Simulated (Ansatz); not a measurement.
## Geometry relaxation, with input and output: Ca8F17 (part 1 of 5)

System: Ca8F17 (slab, 25 atoms in the cell).
Method: DFT LDA, scalar-relativistic, plane waves, PAW, PAW set soft_1, spin-polarised (Ansatz 0.2.0).

The structure derives from a Materials Project entry. The run did not end well. The input holds or restrains some coordinates. Forces given for the steps count only the free coordinates. It belongs to a series of runs on one base structure; here: start relaxed.

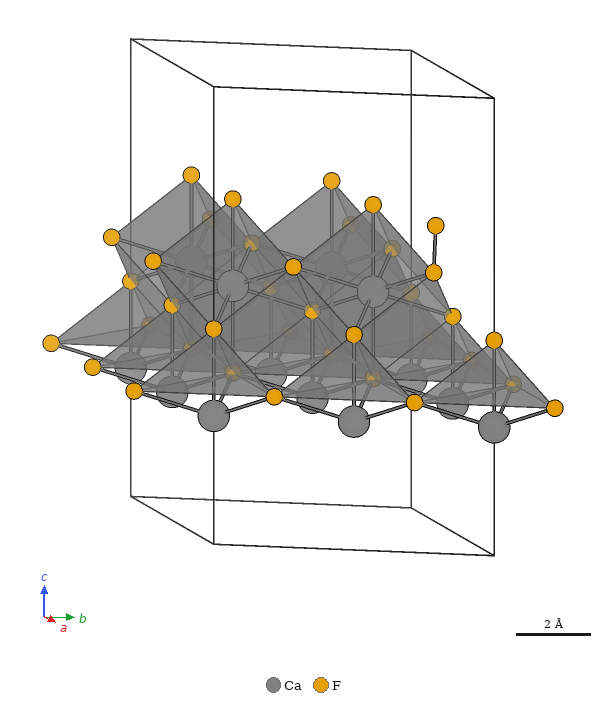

Figure 1. The input geometry (polyhedral view of the cell of the calculation, with the vacuum cut short, seen slightly off an axis; polyhedra are completed across the faces of the cell). An atom can appear more than once, as a periodic image.

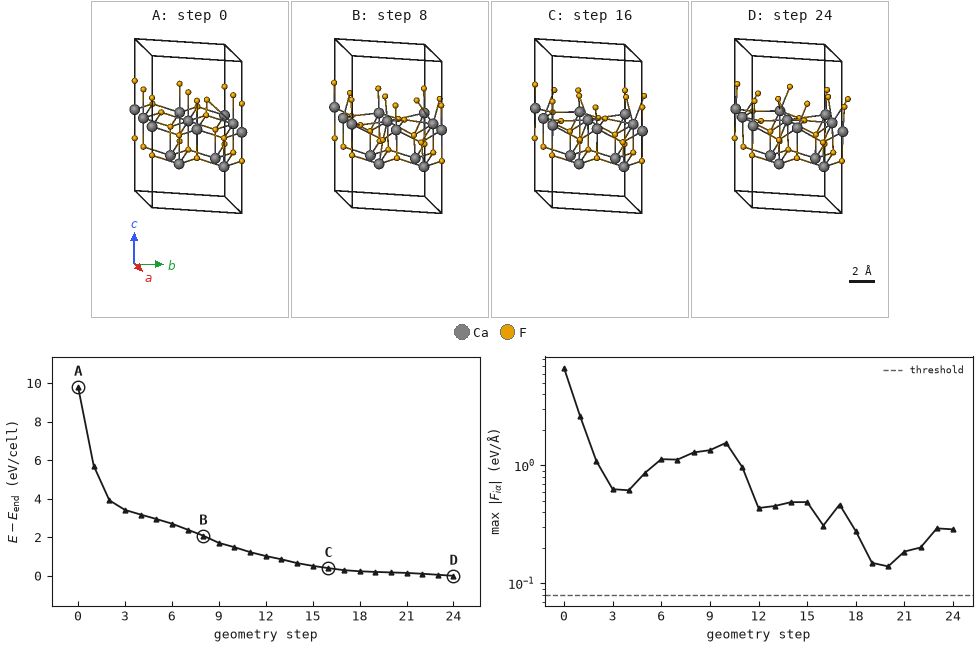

Figure 2. Frames of the restrained relaxation (ball-and-stick view of the cell of the calculation, with the vacuum cut short (origin shifted), seen slightly off an axis) above the curves, on which the letters mark them (the first geometry is step 0 here and step 1 in the log).

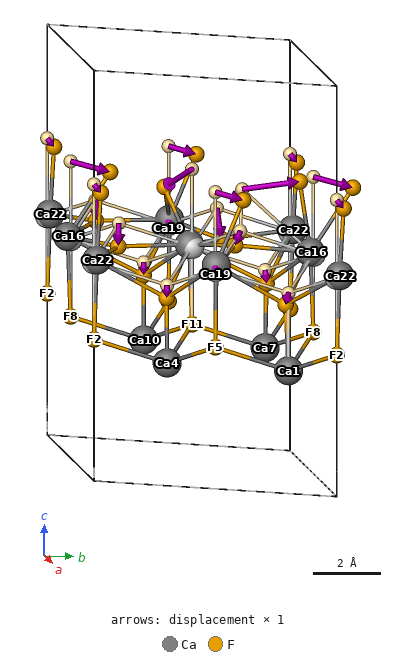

Figure 3. Start (faint) and end (solid) with the displacements as pink arrows, at true length (ball-and-stick view of the cell of the calculation, with the vacuum cut short (origin shifted), seen slightly off an axis). The relaxation stopped without meeting its thresholds, so the last structure isn't shown to be converged. After 24 geometry steps the energy has fallen by 9.814 eV per cell of the calculation. Largest force component: 6.7 eV/Å at the start, 0.29 eV/Å at the end. The atom that moves furthest is F18 (2.09 Å). By element the largest moves are F 2.09 Å, Ca 0.18 Å. The lattice vectors keep their values. Among the contacts that change: F18–Ca19 4.574 → 2.461 Å, F14–F25 1.284 → 2.754 Å, Ca16–F25 3.018 → 2.220 Å, F6–Ca22 2.389 → 2.786 Å. New bonds form: Ca16–F25 (3.02 → 2.22 Å), F18–Ca19 (4.57 → 2.46 Å). Bonds break: F14–F25 (1.28 → 2.75 Å). Among the angles that change: Ca13–F14–Ca19 109.5° → 126.2°, Ca7–F12–Ca16 109.5° → 124.6°, Ca19–F6–Ca22 109.5° → 94.5°. (Atoms are counted from 1 in the order of the input.)

These pictures come from the run below.

Input file
```yaml
crystal:
  lattice:
    - [7.800875, 0.0, 0.0]
    - [3.900438, 6.755756, 0.0]
    - [0.0, 0.0, 16.573215]
  atoms:
    - { symbol: Ca, position: [0.0, 0.0, 0.0603383] }
    - { symbol: F, position: [0.1666667, 0.1666667, 0.1083781] }
    - { symbol: F, position: [0.0, 0.5, 0.2044577] }
    - { symbol: Ca, position: [0.0, 0.5, 0.0603383] }
    - { symbol: F, position: [0.1666667, 0.6666667, 0.1083781] }
    - { symbol: F, position: [1.0, 0.0, 0.2044577] }
    - { symbol: Ca, position: [0.5, 0.0, 0.0603383] }
    - { symbol: F, position: [0.6666667, 0.1666667, 0.1083781] }
    - { symbol: F, position: [0.5, 0.5, 0.2044577] }
    - { symbol: Ca, position: [0.5, 0.5, 0.0603383] }
    - { symbol: F, position: [0.6666667, 0.6666667, 0.1083781] }
    - { symbol: F, position: [0.5, 0.0, 0.2044577] }
    - { symbol: Ca, position: [0.6666667, 0.6666667, 0.2524974] }
    - { symbol: F, position: [0.8333333, 0.8333333, 0.3005372] }
    - { symbol: F, position: [0.6666667, 0.1666667, 0.3966168] }
    - { symbol: Ca, position: [0.6666667, 0.1666667, 0.2524974] }
    - { symbol: F, position: [0.8333333, 0.3333333, 0.3005372] }
    - { symbol: F, position: [0.6666667, 0.6666667, 0.3966168] }
    - { symbol: Ca, position: [0.1666667, 0.6666667, 0.2524974] }
    - { symbol: F, position: [0.3333333, 0.8333333, 0.3005372] }
    - { symbol: F, position: [0.1666667, 0.1666667, 0.3966168] }
    - { symbol: Ca, position: [0.1666667, 0.1666667, 0.2524974] }
    - { symbol: F, position: [0.3333333, 0.3333333, 0.3005372] }
    - { symbol: F, position: [0.1666667, 0.6666667, 0.3966168] }
    - { symbol: F, position: [0.8258101, 0.8428288, 0.3779119], spin: 1.0 }
magnetization:
  spin_polarized: true
basis:
  ecutwfc: 420.0
kpoints:
  mp_grid: { grid: [1, 1, 1] }
hamiltonian:
  xc: lda
  pseudopotentials: { kind: paw, azcp: { folder: soft_1 } }
scf:
  occupations: { method: fermi_dirac, width: 0.02 }
  lower_state_search: "off"
relax:
  f_tol: 0.08
  max_steps: 25
  adjacent_minimum: "off"
  constraints: [{ sites: [0, 1, 3, 4, 6, 7, 9, 10] }]
output:
  write_density: true
  write_potential: true
  elf: true
  volumetric_format: npy
```

Run as:
```bash
ansatz run input.yaml --threads 2 --pin off --max-ram 5120MiB --backend cpu --events-out ev --progress --plain --runs-dir out
```

Output
```
Warning: [file] the record states the generating functional pbe (its physics header spells it `PBE`), which answers neither for hamiltonian.xc's functional nor for the lda family's — results may be inconsistent (PPs are generated against a specific XC)
Warning: [file] the record states the generating functional pbe (its physics header spells it `PBE`), which answers neither for hamiltonian.xc's functional nor for the lda family's — results may be inconsistent (PPs are generated against a specific XC)
Engine: ansatz 0.2.0, aarch64-unknown-linux-gnu
Pseudopotentials: kind: paw
Pseudopotential: Ca, paw, valence charge 10, recommended cutoff 420 eV (normal), [file]
Pseudopotential: F, paw, valence charge 7, recommended cutoff 420 eV (normal), [file]
Functional definition: SPW92
  exchange = slater_x
  correlation = pw_c
Crystal: 25 atoms, lattice volume = 873.422 Å³
Basis set: ecut = 420 eV, 17017 PW (Γ)
Bands: 125, of which v1, the nominal top of the filled ones, is band 100 counted from 1 (99 counted from 0)
Symmetry: 1 space group operations
Space group: P1 (ITA 1), of the structure as read, at distance tolerance 9.6e-5 Å
Magnetic group: BNS 1.1 (UNI 1), of the structure as read, at distance tolerance 9.6e-5 Å
k-points: 1
Non-local potential: Ca, projectors of the file, l = 0: 3, l = 1: 2, l = 2: 2
Non-local potential: F, projectors of the file, l = 0: 2, l = 1: 2, l = 2: 1
PAW form: soft (Blöchl's): semilocal exchange-correlation on the pseudo side does not see the compensation charge
PAW frozen core: Ca, regenerated for the run's functional, and the local potential with it (the file was generated under x = pbe(κ = 0.804, μ = 0.2195149727645171), c = pbe(β = 0.06672455060314922))
PAW frozen core: F, regenerated for the run's functional, and the local potential with it (the file was generated under x = pbe(κ = 0.804, μ = 0.2195149727645171), c = pbe(β = 0.06672455060314922))
PAW one-centre angular grid: Ca, 110 points (default); XC on 64 Gauss nodes
PAW one-centre angular grid: F, 110 points (default); XC on 64 Gauss nodes
Initial density: superposition of atomic densities (neutral atoms: chi_scale 0, normalization atom)
Starting moments: Σ|m| = 1 μB on 1 of 25 sites
Initial wavefunctions: pseudopotential atomic-orbital guess
Functional: x = slater, c = lda
SCF iter   1: F=—  HF=-27716.673333 eV  |F-HF|=—  |Δ(HF+E_count)|=         —  Δρ=3.91e-2 (↑3.91e-2 ↓3.79e-2)  dr2=9.21e1  dr2_m=1.10e0  M=0.073 μB ∫|m|=0.258 μB  β_m=0.30  ethr=3.10e-3  ⟨swp⟩=12.0  Hψ=1393  notcnv=0  defer=14
preconditioner: auto → LDOS  [metal: Δε(μ)=0.006 eV  Ē_g=10.912 eV  σ=0.020 eV  W_gap=0.07  n_scr=148 (ndim 8)  ℏωp=12.6 eV  f_vac=0.488  D(μ)=24.87/eV (n_scr^D=172)]
spin=Collinear: LDOS preconditioning applied to the charge; magnetization (m = ρ↑ − ρ↓) channel mixes plain (no charge-response kernel on spin).
SCF iter   2: F=—  HF=-27699.707498 eV  |F-HF|=—  |Δ(HF+E_count)|=    1.70e1  Δρ=1.98e-2 (↑1.98e-2 ↓1.98e-2)  dr2=4.63e1  dr2_m=5.93e-1  M=0.094 μB ∫|m|=0.220 μB  β_m=0.30  ethr=3.10e-3  ⟨swp⟩=3.0  Hψ=518  notcnv=0  defer=34
SCF iter   3: F=—  HF=-27706.950018 eV  |F-HF|=—  |Δ(HF+E_count)|=    7.24e0  Δρ=9.81e-2 (↑9.71e-2 ↓9.81e-2)  dr2=1.01e3  dr2_m=1.76e-1  M=0.410 μB ∫|m|=0.526 μB  β_m=0.30  ethr=3.10e-3  ⟨swp⟩=3.0  Hψ=501  notcnv=0  defer=32
SCF iter   4: F=—  HF=-27697.263801 eV  |F-HF|=—  |Δ(HF+E_count)|=    9.69e0  Δρ=1.57e-2 (↑1.57e-2 ↓1.46e-2)  dr2=4.03e1  dr2_m=2.32e-1  M=0.087 μB ∫|m|=0.173 μB  β_m=0.30  ethr=3.10e-3  ⟨swp⟩=3.0  Hψ=451  notcnv=0  defer=24
SCF iter   5: F=—  HF=-27696.652572 eV  |F-HF|=—  |Δ(HF+E_count)|=   6.11e-1  Δρ=1.88e-2 (↑1.88e-2 ↓1.80e-2)  dr2=4.01e1  dr2_m=1.24e-1  M=0.132 μB ∫|m|=0.198 μB  β_m=0.30  ethr=3.10e-3  ⟨swp⟩=2.5  Hψ=397  notcnv=0  defer=34
SCF iter   6: F=—  HF=-27696.821927 eV  |F-HF|=—  |Δ(HF+E_count)|=   1.69e-1  Δρ=1.89e-2 (↑1.89e-2 ↓1.85e-2)  dr2=4.05e1  dr2_m=6.70e-2  M=0.225 μB ∫|m|=0.277 μB  β_m=0.30  ethr=3.10e-3  ⟨swp⟩=2.5  Hψ=309  notcnv=0  defer=34
SCF iter   7: F=—  HF=-27695.534467 eV  |F-HF|=—  |Δ(HF+E_count)|=    1.29e0  Δρ=1.70e-2 (↑1.70e-2 ↓1.69e-2)  dr2=3.72e1  dr2_m=3.76e-2  M=0.393 μB ∫|m|=0.431 μB  β_m=0.30  ethr=3.10e-3  ⟨swp⟩=2.0  Hψ=232  notcnv=0  defer=34
SCF iter   8: F=—  HF=-27694.670118 eV  |F-HF|=—  |Δ(HF+E_count)|=   8.64e-1  Δρ=1.68e-2 (↑1.68e-2 ↓1.67e-2)  dr2=3.54e1  dr2_m=2.33e-2  M=0.637 μB ∫|m|=0.667 μB  β_m=0.30  ethr=3.10e-3  ⟨swp⟩=1.0  Hψ=288  notcnv=0  defer=34
Mixer restart at iter 8: flushing history
spin-set hold released at iteration 8 (site moments contracting): the magnetisation degrees of freedom join the quasi-Newton model from the next iteration; the mixer history was flushed
SCF iter   9: F=—  HF=-27694.458660 eV  |F-HF|=—  |Δ(HF+E_count)|=   2.11e-1  Δρ=5.37e-2 (↑5.27e-2 ↓5.37e-2)  dr2=2.37e2  dr2_m=2.02e-2  M=0.148 μB ∫|m|=0.237 μB  β_m=0.18  ethr=3.10e-3  ⟨swp⟩=3.0  Hψ=358  notcnv=0  defer=34  recentre
SCF iter  10: F=—  HF=-27692.587306 eV  |F-HF|=—  |Δ(HF+E_count)|=    1.87e0  Δρ=1.39e-2 (↑1.25e-2 ↓1.39e-2)  dr2=1.47e1  dr2_m=7.97e-2  M=0.397 μB ∫|m|=0.422 μB  β_m=0.28  ethr=3.10e-3  ⟨swp⟩=5.0  Hψ=371  notcnv=0  defer=23
SCF iter  11: F=—  HF=-27691.688925 eV  |F-HF|=—  |Δ(HF+E_count)|=   8.98e-1  Δρ=1.66e-2 (↑1.19e-2 ↓1.66e-2)  dr2=1.12e1  dr2_m=6.88e-1  M=0.920 μB ∫|m|=0.953 μB  β_m=0.13  ethr=3.10e-3  ⟨swp⟩=2.0  Hψ=300  notcnv=0  defer=34
SCF iter  12: F=—  HF=-27691.513338 eV  |F-HF|=—  |Δ(HF+E_count)|=   1.76e-1  Δρ=2.02e-2 (↑1.10e-2 ↓2.02e-2)  dr2=1.15e1  dr2_m=7.94e-1  M=1.000 μB ∫|m|=1.046 μB  β_m=0.16  ethr=3.10e-3  ⟨swp⟩=1.0  Hψ=216  notcnv=0  defer=34
SCF iter  13: F=—  HF=-27691.090579 eV  |F-HF|=—  |Δ(HF+E_count)|=   4.23e-1  Δρ=1.79e-2 (↑1.00e-2 ↓1.79e-2)  dr2=1.05e1  dr2_m=4.72e-1  M=1.000 μB ∫|m|=1.057 μB  β_m=0.67  ethr=3.10e-3  ⟨swp⟩=1.0  Hψ=288  notcnv=0  defer=34
SCF iter  14: F=—  HF=-27696.545661 eV  |F-HF|=—  |Δ(HF+E_count)|=    5.46e0  Δρ=6.25e-2 (↑5.24e-2 ↓6.25e-2)  dr2=3.29e2  dr2_m=1.87e0  M=3.002 μB ∫|m|=3.052 μB  β_m=0.56  ethr=3.10e-3  ⟨swp⟩=2.0  Hψ=532  notcnv=0  defer=36  recentre
SCF iter  15: F=—  HF=-27694.063908 eV  |F-HF|=—  |Δ(HF+E_count)|=    2.48e0  Δρ=5.17e-2 (↑3.47e-2 ↓5.17e-2)  dr2=2.03e2  dr2_m=1.80e0  M=2.347 μB ∫|m|=2.475 μB  β_m=0.62  ethr=3.10e-3  ⟨swp⟩=2.0  Hψ=298  notcnv=0  defer=26
SCF iter  16: F=—  HF=-27690.671396 eV  |F-HF|=—  |Δ(HF+E_count)|=    3.39e0  Δρ=1.60e-2 (↑1.03e-2 ↓1.60e-2)  dr2=8.47e0  dr2_m=2.88e-1  M=1.644 μB ∫|m|=1.688 μB  β_m=0.25  ethr=3.10e-3  ⟨swp⟩=2.0  Hψ=231  notcnv=0  defer=26
SCF iter  17: F=—  HF=-27691.111222 eV  |F-HF|=—  |Δ(HF+E_count)|=   4.40e-1  Δρ=1.39e-2 (↑1.39e-2 ↓1.38e-2)  dr2=1.12e1  dr2_m=1.31e-2  M=1.139 μB ∫|m|=1.235 μB  β_m=0.55  ethr=3.10e-3  ⟨swp⟩=1.5  Hψ=289  notcnv=0  defer=26
SCF iter  18: F=—  HF=-27691.493216 eV  |F-HF|=—  |Δ(HF+E_count)|=   3.82e-1  Δρ=5.47e-2 (↑4.39e-2 ↓5.47e-2)  dr2=2.16e2  dr2_m=2.11e0  M=2.861 μB ∫|m|=3.025 μB  β_m=0.42  ethr=3.10e-3  ⟨swp⟩=2.0  Hψ=233  notcnv=0  defer=26  recentre
SCF iter  19: F=—  HF=-27690.869338 eV  |F-HF|=—  |Δ(HF+E_count)|=   6.24e-1  Δρ=1.27e-2 (↑1.27e-2 ↓1.05e-2)  dr2=8.69e0  dr2_m=1.66e-1  M=1.000 μB ∫|m|=1.129 μB  β_m=0.40  ethr=3.10e-3  ⟨swp⟩=2.0  Hψ=301  notcnv=0  defer=26
SCF iter  20: F=—  HF=-27691.943825 eV  |F-HF|=—  |Δ(HF+E_count)|=    1.07e0  Δρ=5.52e-2 (↑4.00e-2 ↓5.52e-2)  dr2=2.15e2  dr2_m=1.06e0  M=1.423 μB ∫|m|=1.718 μB  β_m=0.22  ethr=3.10e-3  ⟨swp⟩=2.0  Hψ=281  notcnv=0  defer=26  recentre
SCF iter  21: F=—  HF=-27690.656521 eV  |F-HF|=—  |Δ(HF+E_count)|=    1.29e0  Δρ=1.17e-2 (↑9.94e-3 ↓1.17e-2)  dr2=3.33e0  dr2_m=2.73e-1  M=2.290 μB ∫|m|=2.350 μB  β_m=0.23  ethr=3.10e-3  ⟨swp⟩=1.5  Hψ=289  notcnv=0  defer=26
SCF iter  22: F=—  HF=-27690.903998 eV  |F-HF|=—  |Δ(HF+E_count)|=   2.47e-1  Δρ=2.84e-2 (↑8.16e-3 ↓2.84e-2)  dr2=6.64e0  dr2_m=1.48e0  M=2.620 μB ∫|m|=2.753 μB  β_m=0.39  ethr=1.67e-3  ⟨swp⟩=2.0  Hψ=222  notcnv=0  defer=26  recentre
SCF iter  23: F=—  HF=-27690.752198 eV  |F-HF|=—  |Δ(HF+E_count)|=   1.52e-1  Δρ=2.09e-2 (↑7.62e-3 ↓2.09e-2)  dr2=5.43e0  dr2_m=9.08e-1  M=2.227 μB ∫|m|=2.314 μB  β_m=0.35  ethr=1.67e-3  ⟨swp⟩=1.5  Hψ=289  notcnv=0  defer=26
SCF iter  24: F=—  HF=-27690.964480 eV  |F-HF|=—  |Δ(HF+E_count)|=   2.12e-1  Δρ=3.83e-2 (↑8.71e-3 ↓3.83e-2)  dr2=2.43e1  dr2_m=2.61e0  M=4.944 μB ∫|m|=5.006 μB  β_m=0.22  ethr=1.67e-3  ⟨swp⟩=1.5  Hψ=270  notcnv=0  defer=26  recentre
SCF iter  25: F=—  HF=-27690.818231 eV  |F-HF|=—  |Δ(HF+E_count)|=   1.46e-1  Δρ=2.85e-2 (↑6.97e-3 ↓2.85e-2)  dr2=1.14e1  dr2_m=1.47e0  M=3.163 μB ∫|m|=3.274 μB  β_m=0.85  ethr=1.67e-3  ⟨swp⟩=1.5  Hψ=290  notcnv=0  defer=30
SCF iter  26: F=—  HF=-27691.320332 eV  |F-HF|=—  |Δ(HF+E_count)|=   5.02e-1  Δρ=4.41e-2 (↑1.06e-2 ↓4.41e-2)  dr2=4.44e1  dr2_m=3.44e0  M=6.927 μB ∫|m|=7.082 μB  β_m=0.24  ethr=1.67e-3  ⟨swp⟩=2.5  Hψ=246  notcnv=0  defer=30  recentre
SCF iter  27: F=—  HF=-27691.244799 eV  |F-HF|=—  |Δ(HF+E_count)|=   7.55e-2  Δρ=4.27e-2 (↑8.50e-3 ↓4.27e-2)  dr2=4.06e1  dr2_m=3.71e0  M=6.996 μB ∫|m|=7.139 μB  β_m=0.78  ethr=1.67e-3  ⟨swp⟩=1.5  Hψ=298  notcnv=0  defer=31
SCF iter  28: F=—  HF=-27690.878779 eV  |F-HF|=—  |Δ(HF+E_count)|=   3.66e-1  Δρ=3.61e-2 (↑7.44e-3 ↓3.61e-2)  dr2=1.31e1  dr2_m=2.43e0  M=4.058 μB ∫|m|=4.253 μB  β_m=0.71  ethr=1.67e-3  ⟨swp⟩=2.0  Hψ=289  notcnv=0  defer=31
[...]
Mixer restart at iter 44: flushing history
  greatest PAW one-centre occupation: 0.996 electrons in one spin orbital (limit 2), on the Ca atom at site 9 (counted from 0), in its partial waves of l = 0
relax step   1: F+E_penalty+E_count = -27690.75811677 eV  Δ(F+E_penalty+E_count) = +0.000e0 eV  max|allowed force component| = 6.715e0 eV/Å  Δτ_max = 0.0000 Å  (50 SCF iters, dr2 threshold 1.00e-4 eV, accepted)
Initial density: handed on by an earlier stage of this run
Starting moments: Σ|m| = 1 μB on 1 of 25 sites; this step starts from the density that it was given
Initial wavefunctions: those handed on with the density
preconditioner: auto → Resta (q_TF=auto, 2.132 Å⁻¹)  ε∞=2.5  [insulator: Δε(μ)=0.058 eV  Ē_g=13.596 eV  σ=0.020 eV  W_gap=0.62  n_scr=148 (ndim 8)  ℏωp=16.4 eV  f_vac=0.516  D(μ)=16.91/eV (n_scr^D=98)  ε∞_Penn≈2.5  vacuum switching on, ρ_ref=1.3e-2 e/Å³]
spin=Collinear: Resta preconditioning applied to the charge; magnetization (m = ρ↑ − ρ↓) channel mixes plain (no charge-response kernel on spin).
```
